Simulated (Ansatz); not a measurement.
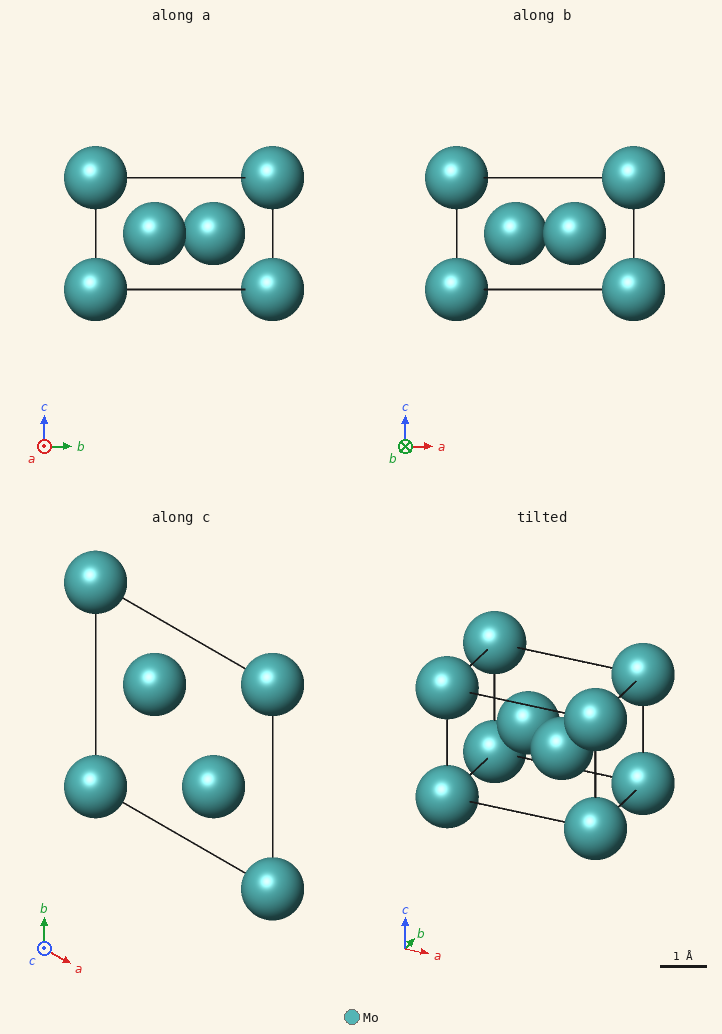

Spheres-only drawing of the structure, looking along the a axis, along the b axis, along the c axis and slightly off an axis. The box is the conventional unit cell; atoms on or close to its faces, edges and corners are drawn wherever they repeat.

Lattice parameters: a = 4.461 Å, b = 4.461 Å, c = 2.441 Å, α = 90.00°, β = 90.00°, γ = 120.00°.

**Write down what is shown as a table of Wyckoff sites.**

Space group P6/mmm (No. 191).
```
atom  site       x       y       z
  Mo    1a  0.0000  0.0000  0.0000
  Mo    2d  0.3333  0.6667  0.5000
```

The cell started as a structure type filled with this element by a generator (whether the element takes this form wasn't checked). Earlier steps of the study may have refined or changed the cell and positions. A calculation with Ansatz used it as input.

At this level of theory the cell isn't at rest (compressed, at 41 GPa), so its distances can differ from those at equilibrium, the more so the softer the solid.
